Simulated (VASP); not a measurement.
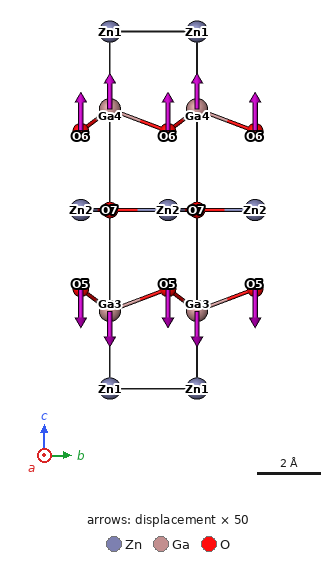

A relaxation of solid Zn₂Ga₂O₃ (a generated structure, set up in P-6m2). The starting structure is drawn; purple arrows show the displacements (the part carried along by the change of the cell is left out), 50 times their true length.

A ball-and-stick model of the cell of the calculation, seen along the a axis.

The run lets cell and atoms move.

Theory: Kohn-Sham DFT of a periodic cell, PBE, VASP PAW PBE potentials, recommended (VASP).

Input
```
PREC     = Accurate       # precision mode
ENCUT    = 520            # plane-wave cutoff, eV
EDIFF    = 1E-7           # SCF threshold, eV
ISMEAR   = 0              # smearing method
SIGMA    = 0.1            # smearing width, eV
LREAL    = F              # projectors in reciprocal space
LASPH    = T              # aspherical terms in the spheres
NELM     = 120            # most SCF steps
ALGO     = Normal         # electronic algorithm
ISIF     = 3              # what is computed and relaxed
LWAVE    = F              # write WAVECAR
LCHARG   = F              # write CHGCAR
GGA      = PE             # functional
IBRION   = 2              # ionic algorithm
NSW      = 60             # ionic steps
EDIFFG   = -0.005         # ionic threshold
POTIM    = 0.3            # step
KPAR     = 4
```

Command:
```bash
cat potpaw_PBE.64/Zn/POTCAR potpaw_PBE.64/Ga_d/POTCAR potpaw_PBE.64/O/POTCAR > POTCAR
mpirun -np 4 vasp_std > vasp.out
```

Describe the change and its energy.

The largest moves relative to the cell, 0.025 Å, are those of O5 and O6. O5 goes along −c. By element the largest moves are O 0.025 Å, Ga 0.023 Å. Zn stays in place. Cell: a = b 3.219 → 3.213 Å (−0.2 %), c 11.424 → 11.549 Å (+1.1 %). Volume +0.7 %. The space group stays P-6m2 (No. 187). After 15 geometry steps the energy has fallen by 1.8 meV per cell of the calculation. Largest force component: 0.01 eV/Å at the start, 0.0039 eV/Å at the end. The pressure goes from 0.12 to −0.01 GPa.

Limits of the set-up: layers or molecules are held without a dispersion correction, so their spacing is unreliable.
